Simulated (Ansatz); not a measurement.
System: MgS.

Space group P6_3mc. The cell comes from a database of computed structures, not from a measurement.

Input

```
crystal:
  lattice:
    - [4.0346224068, 0.0, 0.0]
    - [-2.0173112034, 3.494085499, 0.0]
    - [0.0, 0.0, 6.43229418]
  atoms:
    - { symbol: Mg, position: [0.66666667, 0.33333333, 0.49575485] }
    - { symbol: Mg, position: [0.33333333, 0.66666667, 0.99575485] }
    - { symbol: S, position: [0.33333333, 0.66666667, 0.37924415] }
    - { symbol: S, position: [0.66666667, 0.33333333, 0.87924415] }
basis:
  ecutwfc: 420
  fft_grid_basis: typed
kpoints:
  mp_grid: { grid: [9, 9, 6] }
hamiltonian:
  xc: pbe
  pseudopotentials: { kind: paw }
scf:
  occupations: { method: gaussian, width: 0.05 }
output:
  forces: true
  stress: true
  eigenvalues: true
  bader: true
  write_density: true
  volumetric_format: npy
  elf: true
```

Launched as:

```sh
ansatz run input.yaml --threads 1 --pin off --max-ram 2560MiB --backend cpu --events-out ev --progress --plain --runs-dir out
```

The picture shows the conventional cell (a = 4.03 Å, b = 4.03 Å, c = 6.43 Å, α = 90.00°, β = 90.00°, γ = 120.00°).

Method: DFT PBE, scalar-relativistic, plane waves, PAW in Ansatz.

Question: How does the converged density differ from a superposition of free atoms?

Answer: Mg–S (2.45 Å): Δρ is +0.09 e/Å³ at the midpoint.
Over the whole cell, outside the masked cores, the largest gain, 0.13 e/Å³, lies 0.9 Å from a sulfur nucleus, and the largest loss lies at the edge of the masked core of Mg.
The rearranged charge, half the integral of |Δρ|, is about 0.25 e an atom.
Bader charges: Mg +1.64 and S −1.64 e.

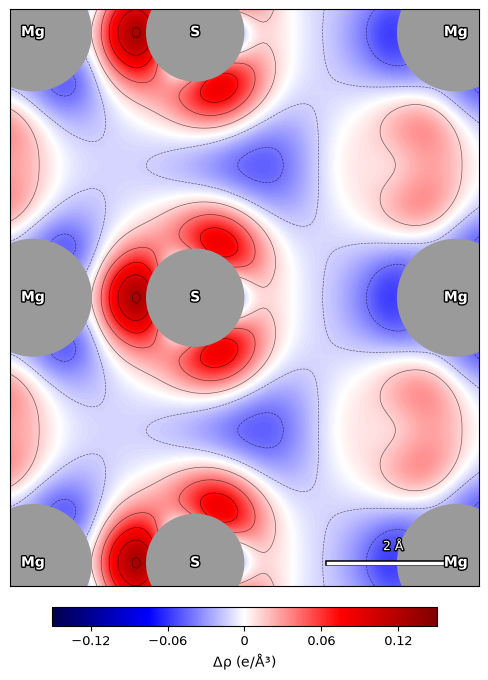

Computed deformation density: a map on the (11̄0) plane of the conventional cell, with grey discs over the atomic cores.

Cores are masked to 0.9 Å (Mg) and 0.7 Å (S).

Core electrons are frozen (PAW), so the fields are smoothed inside the atomic spheres.

Cost of the run: 60 s on 1 thread of Arm Neoverse N1 (shared host), peak memory 0.37 GiB.
